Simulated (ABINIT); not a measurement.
AlN: geometry relaxation (part 2 of 2)

The same run, continued: AlN (Fm-3m, 2 atoms in the cell); Kohn-Sham DFT of a periodic cell, PBEsol, PseudoDojo NC SR PBEsol v0.4 stringent, no spin polarisation (ABINIT 10.8.3); cutoff 1142.88 eV, 8×8×8 k-mesh, fermi-dirac of 0.05 eV. The structure derives from a Materials Project entry.

Geometry of the input (Å; fractional positions):
```
0.0000  2.0345  2.0345
2.0345  0.0000  2.0345
2.0345  2.0345  0.0000
Al 0.5000  0.5000  0.5000
N  0.0000  0.0000  0.0000
```

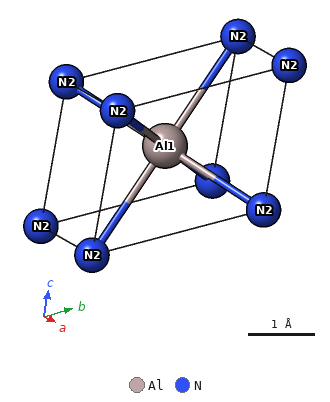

Fig. 1: The geometry at step 2 of the log (ball-and-stick view of the cell of the calculation, seen slightly off an axis; atoms are numbered from 1 in the order of the input).

### Output, continued
```
--- !ResultsGS
iteration_state: {dtset: 1, itime: 2, icycle: 1, }
comment   : Summary of ground state results
lattice_vectors:
- [  0.0000000,   3.8261905,   3.8261905, ]
- [  3.8261905,   0.0000000,   3.8261905, ]
- [  3.8261905,   3.8261905,   0.0000000, ]
lattice_lengths: [   5.41105,    5.41105,    5.41105, ]
lattice_angles: [ 60.000,  60.000,  60.000, ] # degrees, (23, 13, 12)
lattice_volume:   1.1202882E+02
convergence: {deltae: -5.560E-13, res2:  1.563E-15, residm:  1.273E-06, diffor: null, }
etotal    :  -1.27580950E+01
entropy   :   0.00000000E+00
fermie    :   4.31526182E-01
cartesian_stress_tensor: # hartree/bohr^3
- [  3.63743980E-05,   0.00000000E+00,   0.00000000E+00, ]
- [  0.00000000E+00,   3.63743980E-05,   0.00000000E+00, ]
- [  0.00000000E+00,   0.00000000E+00,   3.63743980E-05, ]
pressure_GPa:  -1.0702E+00
xred      :
- [  5.0000E-01,   5.0000E-01,   5.0000E-01, Al]
- [  0.0000E+00,   0.0000E+00,   0.0000E+00,  N]
cartesian_forces: # hartree/bohr
- [ -0.00000000E+00,  -0.00000000E+00,  -0.00000000E+00, ]
- [ -0.00000000E+00,  -0.00000000E+00,  -0.00000000E+00, ]
force_length_stats: {min:   0.00000000E+00, max:   0.00000000E+00, mean:   0.00000000E+00, }
...

 Integrated electronic density in atomic spheres:
 ------------------------------------------------
 Atom  Sphere_radius  Integrated_density
    1        2.00000          1.03862874
    2        2.00000          5.42032319

---OUTPUT-----------------------------------------------------------------------

 Cartesian coordinates (xcart) [bohr]
  3.82619049151154E+00  3.82619049151154E+00  3.82619049151154E+00
  0.00000000000000E+00  0.00000000000000E+00  0.00000000000000E+00
 Reduced coordinates (xred)
  5.00000000000000E-01  5.00000000000000E-01  5.00000000000000E-01
  0.00000000000000E+00  0.00000000000000E+00  0.00000000000000E+00
 Cartesian forces (fcart) [Ha/bohr]; max,rms= 0.00000E+00 0.00000E+00 (free atoms)
 -0.00000000000000E+00 -0.00000000000000E+00 -0.00000000000000E+00
 -0.00000000000000E+00 -0.00000000000000E+00 -0.00000000000000E+00
 Gradient of E wrt nuclear positions in reduced coordinates (gred)
  0.00000000000000E+00  0.00000000000000E+00  0.00000000000000E+00
  0.00000000000000E+00  0.00000000000000E+00  0.00000000000000E+00
 Scale of Primitive Cell (acell) [bohr]
  5.41105048531860E+00  5.41105048531860E+00  5.41105048531860E+00
 Real space primitive translations (rprimd) [bohr]
  0.00000000000000E+00  3.82619049151154E+00  3.82619049151154E+00
  3.82619049151154E+00  0.00000000000000E+00  3.82619049151154E+00
  3.82619049151154E+00  3.82619049151154E+00  0.00000000000000E+00
 Unitary Cell Volume (ucvol) [Bohr^3]=  1.12028819588948E+02
 Angles (23,13,12)= [degrees]
  6.00000000000000E+01  6.00000000000000E+01  6.00000000000000E+01
 Lengths [Bohr]
  5.41105048531860E+00  5.41105048531860E+00  5.41105048531860E+00
 Stress tensor in cartesian coordinates (strten) [Ha/bohr^3]
  3.63743979958316E-05  0.00000000000000E+00  0.00000000000000E+00
  0.00000000000000E+00  3.63743979958308E-05  0.00000000000000E+00
  0.00000000000000E+00  0.00000000000000E+00  3.63743979958308E-05
 Total energy (etotal) [Ha]= -1.27580950236448E+01

 Difference of energy with previous step (new-old):
           Absolute (Ha)=-1.61686E-04
           Relative     =-1.26733E-05

--- Iteration: ( 3/50) Internal Cycle: (1/1)
--------------------------------------------------------------------------------

---SELF-CONSISTENT-FIELD CONVERGENCE--------------------------------------------

--- !BeginCycle
iteration_state: {dtset: 1, itime: 3, icycle: 1, }
solver: {iscf: 7, nstep: 80, nline: 4, wfoptalg: 0, }
tolerances: {tolvrs: 1.00E-12, }
...

     iter   Etot(hartree)      deltaE(h)  residm     vres2
 ETOT  1  -12.758039525505    -1.276E+01 6.290E-04 4.060E-01
 ETOT  2  -12.758056264020    -1.674E-05 1.716E-06 2.610E-01
 ETOT  3  -12.758103273987    -4.701E-05 2.383E-06 6.614E-04
 ETOT  4  -12.758103371431    -9.744E-08 5.048E-07 4.394E-07
 ETOT  5  -12.758103371483    -5.161E-11 3.427E-08 1.976E-09
 ETOT  6  -12.758103371483    -6.644E-13 2.378E-07 3.639E-12
 ETOT  7  -12.758103371483     1.208E-13 5.041E-09 2.478E-14

 At SCF step    7       vres2   =  2.48E-14 < tolvrs=  1.00E-12 =>converged.

 Cartesian components of stress tensor (hartree/bohr^3)
  sigma(1 1)= -7.73261696E-07  sigma(3 2)=  0.00000000E+00
  sigma(2 2)= -7.73261696E-07  sigma(3 1)=  0.00000000E+00
  sigma(3 3)= -7.73261696E-07  sigma(2 1)=  0.00000000E+00

--- !ResultsGS
iteration_state: {dtset: 1, itime: 3, icycle: 1, }
comment   : Summary of ground state results
lattice_vectors:
- [  0.0000000,   3.8208642,   3.8208642, ]
- [  3.8208642,   0.0000000,   3.8208642, ]
- [  3.8208642,   3.8208642,   0.0000000, ]
lattice_lengths: [   5.40352,    5.40352,    5.40352, ]
lattice_angles: [ 60.000,  60.000,  60.000, ] # degrees, (23, 13, 12)
lattice_volume:   1.1156162E+02
convergence: {deltae:  1.208E-13, res2:  2.478E-14, residm:  5.041E-09, diffor: null, }
etotal    :  -1.27581034E+01
entropy   :   0.00000000E+00
fermie    :   4.34206465E-01
cartesian_stress_tensor: # hartree/bohr^3
- [ -7.73261696E-07,   0.00000000E+00,   0.00000000E+00, ]
- [  0.00000000E+00,  -7.73261696E-07,   0.00000000E+00, ]
- [  0.00000000E+00,   0.00000000E+00,  -7.73261696E-07, ]
pressure_GPa:   2.2750E-02
xred      :
- [  5.0000E-01,   5.0000E-01,   5.0000E-01, Al]
- [  0.0000E+00,   0.0000E+00,   0.0000E+00,  N]
cartesian_forces: # hartree/bohr
- [ -0.00000000E+00,  -0.00000000E+00,  -0.00000000E+00, ]
- [ -0.00000000E+00,  -0.00000000E+00,  -0.00000000E+00, ]
force_length_stats: {min:   0.00000000E+00, max:   0.00000000E+00, mean:   0.00000000E+00, }
...

 Integrated electronic density in atomic spheres:
 ------------------------------------------------
 Atom  Sphere_radius  Integrated_density
    1        2.00000          1.03810412
    2        2.00000          5.41836334

---OUTPUT-----------------------------------------------------------------------

 Cartesian coordinates (xcart) [bohr]
  3.82086417866083E+00  3.82086417866083E+00  3.82086417866083E+00
  0.00000000000000E+00  0.00000000000000E+00  0.00000000000000E+00
 Reduced coordinates (xred)
  5.00000000000000E-01  5.00000000000000E-01  5.00000000000000E-01
  0.00000000000000E+00  0.00000000000000E+00  0.00000000000000E+00
 Cartesian forces (fcart) [Ha/bohr]; max,rms= 0.00000E+00 0.00000E+00 (free atoms)
 -0.00000000000000E+00 -0.00000000000000E+00 -0.00000000000000E+00
 -0.00000000000000E+00 -0.00000000000000E+00 -0.00000000000000E+00
 Gradient of E wrt nuclear positions in reduced coordinates (gred)
  0.00000000000000E+00  0.00000000000000E+00  0.00000000000000E+00
  0.00000000000000E+00  0.00000000000000E+00  0.00000000000000E+00
 Scale of Primitive Cell (acell) [bohr]
  5.40351794144769E+00  5.40351794144769E+00  5.40351794144769E+00
 Real space primitive translations (rprimd) [bohr]
  0.00000000000000E+00  3.82086417866083E+00  3.82086417866083E+00
  3.82086417866083E+00  0.00000000000000E+00  3.82086417866083E+00
  3.82086417866083E+00  3.82086417866083E+00  0.00000000000000E+00
 Unitary Cell Volume (ucvol) [Bohr^3]=  1.11561615762198E+02
 Angles (23,13,12)= [degrees]
  6.00000000000000E+01  6.00000000000000E+01  6.00000000000000E+01
 Lengths [Bohr]
  5.40351794144769E+00  5.40351794144769E+00  5.40351794144769E+00
 Stress tensor in cartesian coordinates (strten) [Ha/bohr^3]
 -7.73261695635134E-07  0.00000000000000E+00  0.00000000000000E+00
  0.00000000000000E+00 -7.73261695634700E-07  0.00000000000000E+00
  0.00000000000000E+00  0.00000000000000E+00 -7.73261695632965E-07
 Total energy (etotal) [Ha]= -1.27581033714833E+01

 Difference of energy with previous step (new-old):
           Absolute (Ha)=-8.34784E-06
           Relative     =-6.54317E-07

--- Iteration: ( 4/50) Internal Cycle: (1/1)
--------------------------------------------------------------------------------

---SELF-CONSISTENT-FIELD CONVERGENCE--------------------------------------------

--- !BeginCycle
iteration_state: {dtset: 1, itime: 4, icycle: 1, }
solver: {iscf: 7, nstep: 80, nline: 4, wfoptalg: 0, }
tolerances: {tolvrs: 1.00E-12, }
...

     iter   Etot(hartree)      deltaE(h)  residm     vres2
 ETOT  1  -12.758103347658    -1.276E+01 4.035E-10 1.753E-04
 ETOT  2  -12.758103354863    -7.204E-09 1.542E-10 1.127E-04
 ETOT  3  -12.758103375169    -2.031E-08 1.028E-09 2.852E-07
 ETOT  4  -12.758103375210    -4.191E-11 1.261E-10 2.579E-10
 ETOT  5  -12.758103375210     1.776E-13 1.262E-10 1.376E-12
 ETOT  6  -12.758103375210     1.030E-13 1.154E-11 1.577E-15

 At SCF step    6       vres2   =  1.58E-15 < tolvrs=  1.00E-12 =>converged.

 Cartesian components of stress tensor (hartree/bohr^3)
  sigma(1 1)=  4.13638684E-09  sigma(3 2)=  0.00000000E+00
  sigma(2 2)=  4.13638684E-09  sigma(3 1)=  0.00000000E+00
  sigma(3 3)=  4.13638683E-09  sigma(2 1)=  0.00000000E+00

--- !ResultsGS
iteration_state: {dtset: 1, itime: 4, icycle: 1, }
comment   : Summary of ground state results
lattice_vectors:
- [  0.0000000,   3.8209746,   3.8209746, ]
- [  3.8209746,   0.0000000,   3.8209746, ]
- [  3.8209746,   3.8209746,   0.0000000, ]
lattice_lengths: [   5.40367,    5.40367,    5.40367, ]
lattice_angles: [ 60.000,  60.000,  60.000, ] # degrees, (23, 13, 12)
lattice_volume:   1.1157129E+02
convergence: {deltae:  1.030E-13, res2:  1.577E-15, residm:  1.154E-11, diffor: null, }
etotal    :  -1.27581034E+01
entropy   :   0.00000000E+00
fermie    :   4.34150773E-01
cartesian_stress_tensor: # hartree/bohr^3
- [  4.13638684E-09,   0.00000000E+00,   0.00000000E+00, ]
- [  0.00000000E+00,   4.13638684E-09,   0.00000000E+00, ]
- [  0.00000000E+00,   0.00000000E+00,   4.13638683E-09, ]
pressure_GPa:  -1.2170E-04
xred      :
- [  5.0000E-01,   5.0000E-01,   5.0000E-01, Al]
- [  0.0000E+00,   0.0000E+00,   0.0000E+00,  N]
cartesian_forces: # hartree/bohr
- [ -0.00000000E+00,  -0.00000000E+00,  -0.00000000E+00, ]
- [ -0.00000000E+00,  -0.00000000E+00,  -0.00000000E+00, ]
force_length_stats: {min:   0.00000000E+00, max:   0.00000000E+00, mean:   0.00000000E+00, }
...

 Integrated electronic density in atomic spheres:
 ------------------------------------------------
 Atom  Sphere_radius  Integrated_density
    1        2.00000          1.03811494
    2        2.00000          5.41840406

---OUTPUT-----------------------------------------------------------------------

 Cartesian coordinates (xcart) [bohr]
  3.82097459782353E+00  3.82097459782353E+00  3.82097459782353E+00
  0.00000000000000E+00  0.00000000000000E+00  0.00000000000000E+00
 Reduced coordinates (xred)
  5.00000000000000E-01  5.00000000000000E-01  5.00000000000000E-01
  0.00000000000000E+00  0.00000000000000E+00  0.00000000000000E+00
 Cartesian forces (fcart) [Ha/bohr]; max,rms= 0.00000E+00 0.00000E+00 (free atoms)
 -0.00000000000000E+00 -0.00000000000000E+00 -0.00000000000000E+00
 -0.00000000000000E+00 -0.00000000000000E+00 -0.00000000000000E+00
 Gradient of E wrt nuclear positions in reduced coordinates (gred)
  0.00000000000000E+00  0.00000000000000E+00  0.00000000000000E+00
  0.00000000000000E+00  0.00000000000000E+00  0.00000000000000E+00
 Scale of Primitive Cell (acell) [bohr]
  5.40367409772511E+00  5.40367409772512E+00  5.40367409772512E+00
 Real space primitive translations (rprimd) [bohr]
  0.00000000000000E+00  3.82097459782353E+00  3.82097459782353E+00
  3.82097459782353E+00  0.00000000000000E+00  3.82097459782353E+00
  3.82097459782353E+00  3.82097459782353E+00  0.00000000000000E+00
 Unitary Cell Volume (ucvol) [Bohr^3]=  1.11571288099886E+02
 Angles (23,13,12)= [degrees]
  6.00000000000000E+01  6.00000000000000E+01  6.00000000000000E+01
 Lengths [Bohr]
  5.40367409772511E+00  5.40367409772512E+00  5.40367409772512E+00
 Stress tensor in cartesian coordinates (strten) [Ha/bohr^3]
  4.13638683808421E-09  0.00000000000000E+00  0.00000000000000E+00
  0.00000000000000E+00  4.13638683808421E-09  0.00000000000000E+00
  0.00000000000000E+00  0.00000000000000E+00  4.13638683461476E-09
 Total energy (etotal) [Ha]= -1.27581033752102E+01

 Difference of energy with previous step (new-old):
           Absolute (Ha)=-3.72690E-09
           Relative     =-2.92120E-10

 At Broyd/MD step   4, gradients are converged :
  max grad (force/stress) = 4.1364E-07 < tolmxf= 2.0000E-05 ha/bohr (free atoms)

================================================================================

 ----iterations are completed or convergence reached----

 Mean square residual over all n,k,spin=   50.850E-15; max=  11.537E-12
 reduced coordinates (array xred) for    2 atoms
       0.500000000000      0.500000000000      0.500000000000
       0.000000000000      0.000000000000      0.000000000000
 rms dE/dt=  0.0000E+00; max dE/dt=  0.0000E+00; dE/dt below (all hartree)
    1       0.000000000000      0.000000000000      0.000000000000
    2       0.000000000000      0.000000000000      0.000000000000

 cartesian coordinates (angstrom) at end:
    1      2.02197267923574     2.02197267923574     2.02197267923574
    2      0.00000000000000     0.00000000000000     0.00000000000000

 cartesian forces (hartree/bohr) at end:
    1     -0.00000000000000    -0.00000000000000    -0.00000000000000
    2     -0.00000000000000    -0.00000000000000    -0.00000000000000
 frms,max,avg= 0.0000000E+00 0.0000000E+00   0.000E+00  0.000E+00  0.000E+00 h/b

 cartesian forces (eV/Angstrom) at end:
    1     -0.00000000000000    -0.00000000000000    -0.00000000000000
    2     -0.00000000000000    -0.00000000000000    -0.00000000000000
 frms,max,avg= 0.0000000E+00 0.0000000E+00   0.000E+00  0.000E+00  0.000E+00 e/A
 length scales=  5.403674097725  5.403674097725  5.403674097725 bohr
              =  2.859501185723  2.859501185723  2.859501185723 angstroms
 Fermi (or HOMO) energy (hartree) =   0.43415   Average Vxc (hartree)=  -0.44693
 Eigenvalues (hartree) for nkpt=  29  k points:
 kpt#   1, nband=  8, wtk=  0.00195, kpt=  0.0000  0.0000  0.0000 (reduced coord)
  -0.28889    0.35538    0.35538    0.35538    0.56357    0.79955    0.79955    0.79955
      occupation numbers for kpt#   1
   2.00000    2.00000    2.00000    2.00000    0.00000    0.00000    0.00000    0.00000
 prteigrs : prtvol=0 or 1, do not print more k-points.

--- !EnergyTerms
iteration_state     : {dtset: 1, itime: 4, icycle: 1, }
comment             : Components of total free energy in Hartree
kinetic             :  8.29293100433732E+00
hartree             :  2.22535267668712E+00
xc                  : -4.26330219304870E+00
Ewald energy        : -1.23382982690272E+01
psp_core            :  4.26645799049764E-01
local_psp           : -6.39359488327548E+00
non_local_psp       : -7.07837509932956E-01
internal            : -1.27581033752102E+01
'-kT*entropy'       :  6.26635405992690E-16
total_energy        : -1.27581033752102E+01
total_energy_eV     : -3.47165678708998E+02
band_energy         :  9.68092736068603E-01
...

 Cartesian components of stress tensor (hartree/bohr^3)
  sigma(1 1)=  4.13638684E-09  sigma(3 2)=  0.00000000E+00
  sigma(2 2)=  4.13638684E-09  sigma(3 1)=  0.00000000E+00
  sigma(3 3)=  4.13638683E-09  sigma(2 1)=  0.00000000E+00

-Cartesian components of stress tensor (GPa)         [Pressure= -1.2170E-04 GPa]
- sigma(1 1)=  1.21696702E-04  sigma(3 2)=  0.00000000E+00
- sigma(2 2)=  1.21696702E-04  sigma(3 1)=  0.00000000E+00
- sigma(3 3)=  1.21696702E-04  sigma(2 1)=  0.00000000E+00

== END DATASET(S) ==============================================================
================================================================================

 -outvars: echo values of variables after computation  --------
            acell      5.4036740977E+00  5.4036740977E+00  5.4036740977E+00 Bohr
           etotal     -1.2758103375E+01
            fcart     -0.0000000000E+00 -0.0000000000E+00 -0.0000000000E+00
                      -0.0000000000E+00 -0.0000000000E+00 -0.0000000000E+00
            rprim      0.0000000000E+00  7.0710678119E-01  7.0710678119E-01
                       7.0710678119E-01  0.0000000000E+00  7.0710678119E-01
                       7.0710678119E-01  7.0710678119E-01  0.0000000000E+00
           strten      4.1363868381E-09  4.1363868381E-09  4.1363868346E-09
                       0.0000000000E+00  0.0000000000E+00  0.0000000000E+00
           xangst      2.0219726792E+00  2.0219726792E+00  2.0219726792E+00
                       0.0000000000E+00  0.0000000000E+00  0.0000000000E+00
             xred      5.0000000000E-01  5.0000000000E-01  5.0000000000E-01
                       0.0000000000E+00  0.0000000000E+00  0.0000000000E+00
 Calculation completed.
```

### Trajectory as extended XYZ (Å, eV, eV/Å), 4 frames, from step=0 to step=3
```
2
Lattice="0.0000 2.0345 2.0345 2.0345 0.0000 2.0345 2.0345 2.0345 0.0000" Properties=species:S:1:pos:R:3:forces:R:3 step=0 energy=-347.16105
Al    2.0345    2.0345    2.0345    0.0000   0.0000   0.0000
N     0.0000    0.0000    0.0000    0.0000   0.0000   0.0000
2
Lattice="0.0000 2.0247 2.0247 2.0247 0.0000 2.0247 2.0247 2.0247 0.0000" Properties=species:S:1:pos:R:3:forces:R:3 step=1 energy=-347.16545
Al    2.0247    2.0247    2.0247    0.0000   0.0000   0.0000
N     0.0000    0.0000    0.0000    0.0000   0.0000   0.0000
2
Lattice="0.0000 2.0219 2.0219 2.0219 0.0000 2.0219 2.0219 2.0219 0.0000" Properties=species:S:1:pos:R:3:forces:R:3 step=2 energy=-347.16568
Al    2.0219    2.0219    2.0219    0.0000   0.0000   0.0000
N     0.0000    0.0000    0.0000    0.0000   0.0000   0.0000
2
Lattice="0.0000 2.0220 2.0220 2.0220 0.0000 2.0220 2.0220 2.0220 0.0000" Properties=species:S:1:pos:R:3:forces:R:3 step=3 energy=-347.16568
Al    2.0220    2.0220    2.0220    0.0000   0.0000   0.0000
N     0.0000    0.0000    0.0000    0.0000   0.0000   0.0000
```

### Key numbers

```csv
quantity,value
outcome,converged
space group (tolerance 0.01 Å),Fm-3m (225)
electrons treated,8
free energy,−347.1657 eV
Fermi energy,11.814 eV
gap on the k-point mesh,4.58 eV
pressure,0.00 GPa
final volume,16.53 Å³
largest force (length of the vector) at the end,under 0.001 eV/Å
final cell,"a = 2.860 Å, b = 2.860 Å, c = 2.860 Å, α = 60.00°, β = 60.00°, γ = 60.00°"
hardware,"1 thread of Arm Neoverse V1, 24 GiB of memory available, shared host"
wall time,40 s
peak memory,0.07 GiB
```
